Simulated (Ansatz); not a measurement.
System: a slab cut from C (slab content C₃₀), space group P6_3/mmc (No. 194).

Structure:
```
CELL_PARAMETERS angstrom
2.49881 0.00000 0.00000
-1.24941 2.16404 0.00000
0.00000 0.00000 4.16084
ATOMIC_POSITIONS crystal
C 0.33333 0.66667 0.06280
C 0.66667 0.33333 0.56280
C 0.33333 0.66667 0.43720
C 0.66667 0.33333 0.93720
```

How it was computed, with Ansatz 0.2.0: spacing and rumpling of the atomic planes of a slab cut from the relaxed bulk cell along the Miller plane (conventional indices), bottom to top, after all atoms relax, plane waves with PAW datasets, Γ-centred k mesh. Level: PBEsol, no spin polarisation.

```
                               setting             value
space group in which the indices count               194
                        Miller index h                 1
                        Miller index k                 0
                        Miller index l                 2
                             top plane                 C
                          bottom plane                 C
                                planes                23
                          surface cell            (1, 1)
                 slab thickness as cut           11.12 Å
                                vacuum              15 Å
                          surface area             15 Å²
                             surface a           2.499 Å
                             surface b           6.004 Å
                         surface angle              90 °
                            slab atoms                30
                           wave cutoff            420 eV
                                k mesh            11×5×1
                           occupations          Gaussian
                        smearing width           0.05 eV
                              boundary  dipole corrected
```

What does the calculation give for the spacing change of each pair of planes? The cases: 1–2; 2–3; 3–4; 4–5; 5–6; 6–7; 7–8; 8–9; 9–10; 10–11; 11–12; 12–13; 13–14; 14–15; 15–16; 16–17; 17–18; 18–19; 19–20; 20–21; 21–22; 22–23.

The least value, −0.088 Å, is that of 2–3 and 21–22, and the largest, 0.056 Å, that of 4–5 and 19–20. In rising order: 2–3 (−0.088), 21–22 (−0.088), 1–2 (−0.061), 22–23 (−0.061), 3–4 (−0.048), 20–21 (−0.048), 8–9 (−0.011), 15–16 (−0.011), 6–7 (−0.009), 17–18 (−0.009), 10–11 (−0.003), 13–14 (−0.003), 11–12 (−0.002), 12–13 (−0.002), 7–8 (0.003), 16–17 (0.003), 9–10 (0.010), 14–15 (0.010), 5–6 (0.017), 18–19 (0.017), 4–5 (0.056), 19–20 (0.056), in Å. The spacing to next, in Å, is 0.563 for 1–2, 0.351 for 2–3, 0.390 for 3–4, 0.679 for 4–5, 0.456 for 5–6, 0.429 for 6–7, 0.626 for 7–8, 0.428 for 8–9, 0.449 for 9–10, 0.621 for 10–11, 0.437 for 11–12, 0.437 for 12–13, 0.621 for 13–14, 0.449 for 14–15, 0.428 for 15–16, 0.626 for 16–17, 0.429 for 17–18, 0.456 for 18–19, 0.679 for 19–20, 0.390 for 20–21, 0.351 for 21–22 and 0.563 for 22–23. The content of the two planes is C and C for 1–2, C and C2 for 2–3, C2 and C for 3–4, C and C for 4–5, C and C2 for 5–6, C2 and C for 6–7, C and C for 7–8, C and C2 for 8–9, C2 and C for 9–10, C and C for 10–11, C and C2 for 11–12, C2 and C for 12–13, C and C for 13–14, C and C2 for 14–15, C2 and C for 15–16, C and C for 16–17, C and C2 for 17–18, C2 and C for 18–19, C and C for 19–20, C and C2 for 20–21, C2 and C for 21–22 and C and C for 22–23.

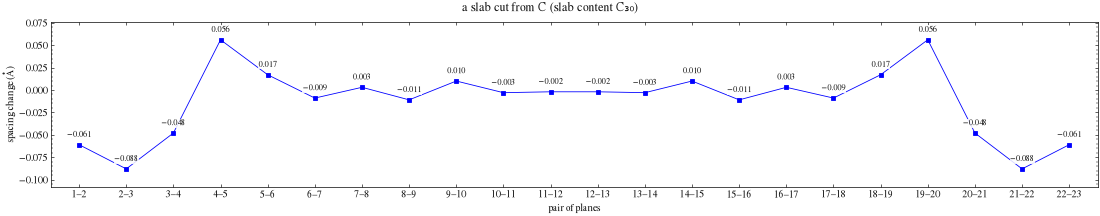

Caveats: polar or open-shell cut of an insulator, not reconstructed; xc potential rough in thin density.
